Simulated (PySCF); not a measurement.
## Spin–spin coupling calculation, with input and output: C2H6O2

C2H6O2, SMILES OCCO, computed with B3LYP/pcJ-1 indirect spin-spin coupling, non-relativistic, gas phase (PySCF 2.14.0).

The geometry comes from this level: PBE0-D3(BJ)/def2-SVP.

Figures and captions count atoms from 1; the log counts them from 0 in places.

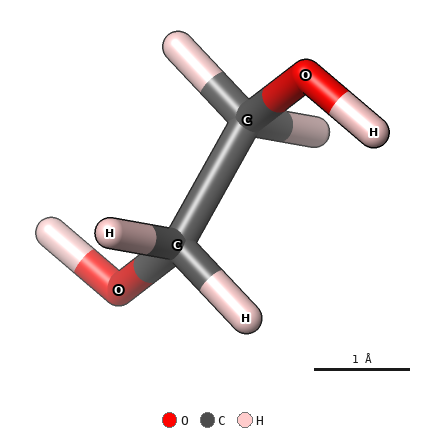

Fig. 1: The input geometry (stick view, seen at a tilt). Bond lengths as drawn: C–C 1.52 Å, C–H 1.10 to 1.11 Å, C–O 1.40 Å and H–O 0.96 Å.

### Summary

| quantity | value |
| --- | --- |
| outcome | converged |
| total energy | −230.263479 hartree |
| HOMO | −7.31 eV |
| LUMO | 0.78 eV |
| dipole moment | 0.00 D |
| hardware | 1 CPU thread, shared host |
| wall time | 9.4 s |
| peak memory | 0.72 GiB |

### Input file
```
{"job": {"xc": "B3LYP", "basis": "pcJ-1", "kind": "j"}, "charge": 0, "multiplicity": 1}
O      1.734939    -0.256767     0.416863
C      0.513144    -0.557748    -0.196317
C     -0.511129     0.558597    -0.042007
O     -1.733748     0.256727    -0.652888
H      2.137970     0.474562    -0.062411
H      0.131267    -1.470185     0.294143
H      0.618023    -0.799666    -1.272647
H     -0.130192     1.470459    -0.534068
H     -0.614437     0.801739     1.034252
H     -2.136956    -0.473063    -0.170780
```

The first line tells a small driver script what to run in PySCF; the rest is the geometry in Å.

Launched with:
```bash
OMP_NUM_THREADS=1 python <driver script> task.json out
```

### Log
```
coarse grid: 8064 points
cycle   1  E = -230.0814402434  dE =  4.068e-01  |g| = 8.750e-01  |ddm| = 2.265e+00
cycle   2  E = -229.9254186720  dE =  1.560e-01  |g| = 1.304e+00  |ddm| = 1.510e+00
cycle   3  E = -230.2114666118  dE = -2.860e-01  |g| = 7.787e-02  |ddm| = 9.658e-01
cycle   4  E = -230.2123819238  dE = -9.153e-04  |g| = 3.857e-02  |ddm| = 7.148e-02
cycle   5  E = -230.2127243938  dE = -3.425e-04  |g| = 5.853e-03  |ddm| = 3.082e-02
cycle   6  E = -230.2127310627  dE = -6.669e-06  |g| = 2.894e-04  |ddm| = 3.904e-03
final grid: 77064 points
cycle   7  E = -230.2634733403  dE = -1.192e-04  |g| = 5.763e-03  |ddm| = 1.274e-02
cycle   8  E = -230.2634685969  dE =  4.743e-06  |g| = 7.248e-03  |ddm| = 7.630e-03
cycle   9  E = -230.2634792249  dE = -1.063e-05  |g| = 8.827e-04  |ddm| = 4.591e-03
cycle  10  E = -230.2634793024  dE = -7.742e-08  |g| = 5.251e-04  |ddm| = 8.317e-04
cycle  11  E = -230.2634793536  dE = -5.120e-08  |g| = 1.471e-05  |ddm| = 3.612e-04
cycle  12  E = -230.2634793536  dE = -3.257e-11  |g| = 2.686e-06  |ddm| = 1.416e-05
```

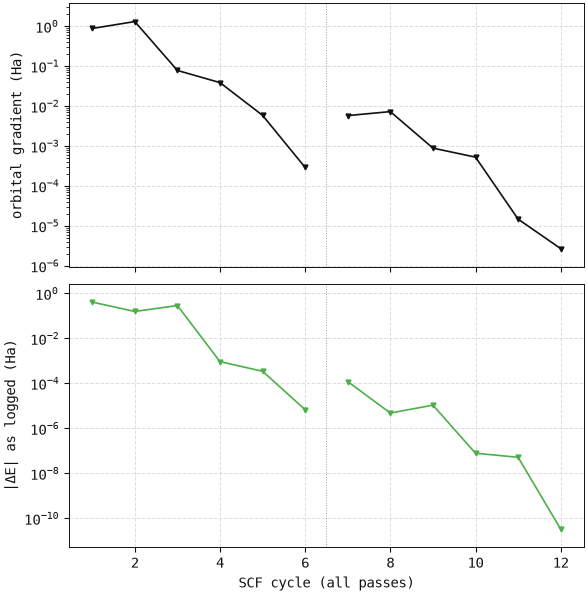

Fig. 2: Convergence of the self-consistent field: orbital gradient and size of the energy change against the SCF cycle. The dotted line marks the change from a coarse to the final integration grid. The first 6 cycles use a coarse grid, the final grid takes over at cycle 7, and the field converges after 12 cycles in all.

```
converged SCF energy = -230.2634793536

Indirect spin-spin couplings (Hz)
  i      j    bonds     total        FC       PSO       DSO        SD
  0 O    1 C    1     20.490    21.295    -0.711    -0.094         -
  0 O    2 C    2     -0.264    -1.033     0.764     0.006         -
  0 O    4 H    1    -70.745   -57.749   -12.687    -0.309         -
  0 O    5 H    2    -14.712   -13.996    -0.837     0.121         -
  0 O    6 H    2     -2.261    -1.799    -0.685     0.222         -
  0 O    7 H    3     -0.708    -0.582    -0.185     0.059         -
  0 O    8 H    3     -0.103    -0.169     0.052     0.015         -
  0 O    9 H    4      0.306     0.174    -0.053     0.185         -
  1 C    2 C    1     40.001    40.506    -0.748     0.243         -
  1 C    3 O    2     -0.272    -1.043     0.765     0.006         -
  1 C    4 H    2     -2.703    -2.814     0.688    -0.577         -
  1 C    5 H    1    144.111   143.029     0.109     0.973         -
  1 C    6 H    1    144.686   143.636     0.081     0.969         -
  1 C    7 H    2     -3.448    -3.368    -0.000    -0.080         -
  1 C    8 H    2     -1.240    -1.162    -0.001    -0.077         -
  1 C    9 H    3     -0.244    -0.272     0.050    -0.022         -
  2 C    3 O    1     20.492    21.296    -0.709    -0.094         -
  2 C    4 H    3     -0.232    -0.261     0.049    -0.021         -
  2 C    5 H    2     -3.470    -3.390     0.000    -0.080         -
  2 C    6 H    2     -1.220    -1.142    -0.001    -0.077         -
  2 C    7 H    1    144.094   143.011     0.110     0.973         -
  2 C    8 H    1    144.645   143.595     0.081     0.969         -
  2 C    9 H    2     -2.706    -2.816     0.687    -0.577         -
  3 O    4 H    4      0.306     0.174    -0.053     0.186         -
  3 O    5 H    3     -0.724    -0.598    -0.185     0.059         -
  3 O    6 H    3     -0.093    -0.159     0.051     0.015         -
  3 O    7 H    2    -14.723   -14.006    -0.837     0.121         -
  3 O    8 H    2     -2.259    -1.797    -0.684     0.222         -
  3 O    9 H    1    -70.636   -57.642   -12.685    -0.309         -
  4 H    5 H    3     17.448    17.542     4.520    -4.614         -
  4 H    6 H    3      2.893     3.060     0.686    -0.853         -
  4 H    8 H    4     -0.302    -0.119     0.777    -0.961         -
  4 H    9 H    5     -0.176     0.011     1.661    -1.849         -
  5 H    6 H    2    -12.686   -12.748     1.921    -1.859         -
  5 H    7 H    3     13.474    13.630     2.727    -2.883         -
  5 H    8 H    3      5.925     5.978     0.352    -0.405         -
  6 H    7 H    3      5.962     6.014     0.346    -0.399         -
  6 H    8 H    3     12.622    12.762     2.726    -2.866         -
  6 H    9 H    4     -0.302    -0.118     0.789    -0.972         -
  7 H    8 H    2    -12.685   -12.748     1.921    -1.859         -
  7 H    9 H    3     17.452    17.547     4.518    -4.613         -
  8 H    9 H    3      2.922     3.089     0.681    -0.847         -
```
